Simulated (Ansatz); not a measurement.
System: HfSi.

```
CELL_PARAMETERS angstrom
6.82181 0.00000 0.00000
0.00000 3.75964 0.00000
0.00000 0.00000 5.20174
ATOMIC_POSITIONS crystal
Hf 0.17559 0.25000 0.12649
Hf 0.32441 0.75000 0.62649
Hf 0.67559 0.25000 0.37351
Hf 0.82441 0.75000 0.87351
Si 0.04306 0.25000 0.64020
Si 0.45694 0.75000 0.14020
Si 0.54306 0.25000 0.85980
Si 0.95694 0.75000 0.35980
```

Space group Pnma.

The calculation used Ansatz, DFT PBEsol, scalar-relativistic, plane waves, PAW.

**What will maps of the valence pseudo-density and electron localisation function show?**

Hf–Si (2.69 Å): ρ at the midpoint is about 0.32 e/Å³; the ELF peaks at about 0.70 in the valence shell of Si, 0.9 Å from its nucleus, and is about 0.30 at the midpoint.

**Does the calculation make it a metal, or give it a gap?**

It is gapless in this calculation (a metal or semimetal).

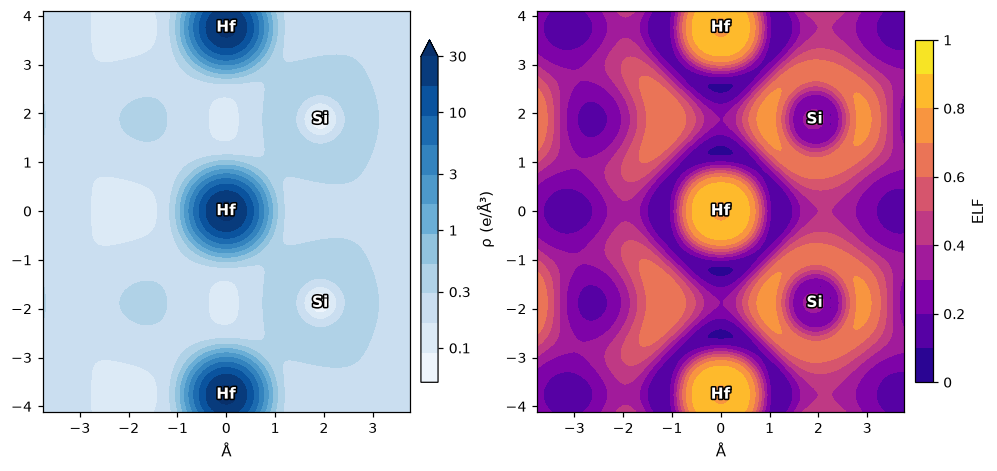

Computed valence pseudo-density and electron localisation function on the (001) plane of the conventional cell, in this order. 

Core electrons are frozen (PAW), and the valence fields are smoothed inside the atomic spheres.
